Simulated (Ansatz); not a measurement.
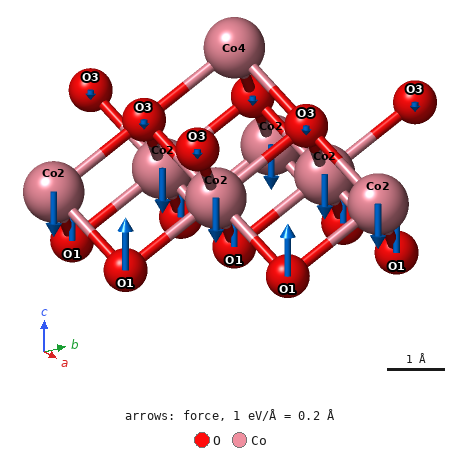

Starting geometry of a slab of composition Co₅O₆ (cut from the Fm-3m phase) with the computed forces as blue arrows. A ball-and-stick model of the atoms within 4.2 Å of the atom that moves most (axes of the 2 × 3 repeat of the cell, outlined in the plane, without the vacuum), seen slightly off an axis.

Case: (1 1 1) slab, atoms relaxed. The slab is the (1 1 1) face of CoO.

The calculation used DFT PBEsol, scalar-relativistic, plane waves, PAW in Ansatz. (plane-wave cutoff 420 eV; k-point mesh 12 × 12 × 1; occupations gaussian; smearing width 0.1 eV; collinear spin; dipole correction; atoms relaxed in a fixed cell; force threshold 0.02 eV/Å; at most 60 steps)

Question: Is this structure relaxed? If not, where do the atoms go?

Answer: It isn't relaxed: the largest force vector, on O atoms, is 4.78 eV/Å. The final displacements follow the starting forces only in part (cosine between the two patterns 0.82). The largest moves relative to the layer's centre, 0.34 Å, are those of O1 and O11. O1 goes along the normal (+c). Largest moves by element: O 0.34 Å, Co 0.05 Å. The cell doesn't change. Some distances before and after: O1–Co2 2.083 → 1.885 Å, O3–Co4 2.083 → 2.139 Å, Co2–O3 2.083 → 2.037 Å. Bond angles that change, for instance: O1–Co2–O1 90.0° → 102.8°, Co2–O1–Co2 90.0° → 102.8°, O1–Co2–O3 90.0° → 81.9°. After 6 geometry steps the energy has fallen by 2.201 eV per cell of the calculation. Largest force component: 4.8 eV/Å at the start, 0.0018 eV/Å at the end. The program noted that the starting moments weren't kept.
